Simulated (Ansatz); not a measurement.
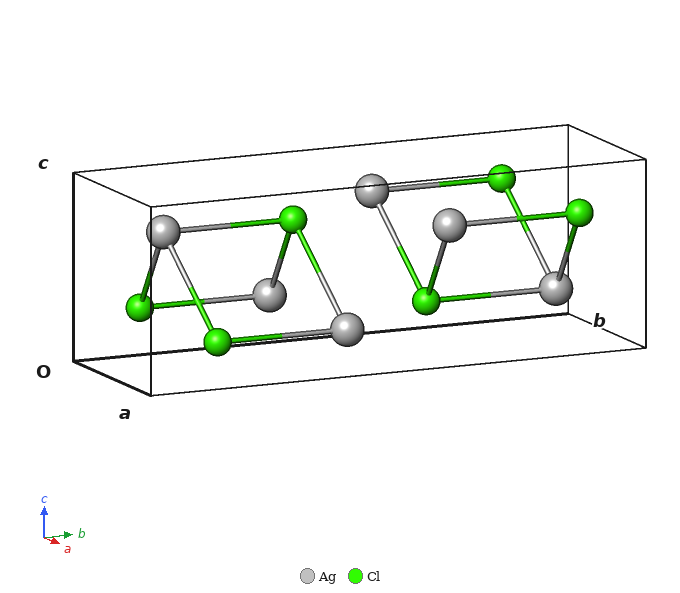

Crystal: AgCl, the input geometry of an electronic-structure calculation (not necessarily at equilibrium). One unit cell is drawn above. All values are computed from the atomic coordinates in the standard setting (tolerance 0.002 Å).

```cif
data_structure
_symmetry_space_group_name_H-M 'P 1'
_symmetry_Int_Tables_number 1
_cell_length_a 3.7418
_cell_length_b 11.1132
_cell_length_c 3.9240
_cell_angle_alpha 90.000
_cell_angle_beta 90.000
_cell_angle_gamma 90.000
_cell_volume 163.18
loop_
_atom_site_label
_atom_site_type_symbol
_atom_site_fract_x
_atom_site_fract_y
_atom_site_fract_z
_atom_site_occupancy
Ag1 Ag 0.00000 0.60344 0.75000 1
Ag2 Ag 0.50000 0.89656 0.25000 1
Cl1 Cl 0.50000 0.63455 0.25000 1
Cl2 Cl 0.00000 0.86545 0.75000 1
Ag3 Ag 0.50000 0.10344 0.75000 1
Ag4 Ag 0.00000 0.39656 0.25000 1
Cl3 Cl 0.00000 0.13455 0.25000 1
Cl4 Cl 0.50000 0.36545 0.75000 1
```

What is its point group?

Answer. mmm (D2h), order 8, orthorhombic system: three twofold axes, three mirror planes, an inversion centre.

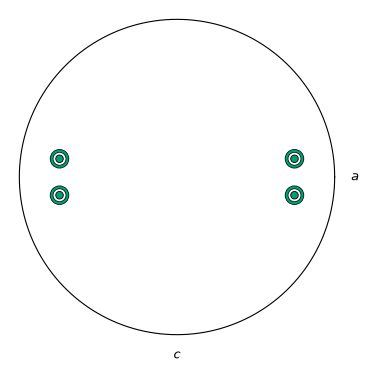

Stereographic projection: filled dots lie in the upper hemisphere, open rings in the lower. The poles are one general form. The b axis points at the viewer.

What does this class allow?

Answer. Class mmm is centrosymmetric, so neither piezoelectric nor pyroelectric; it is not chiral. Its Laue class is mmm.
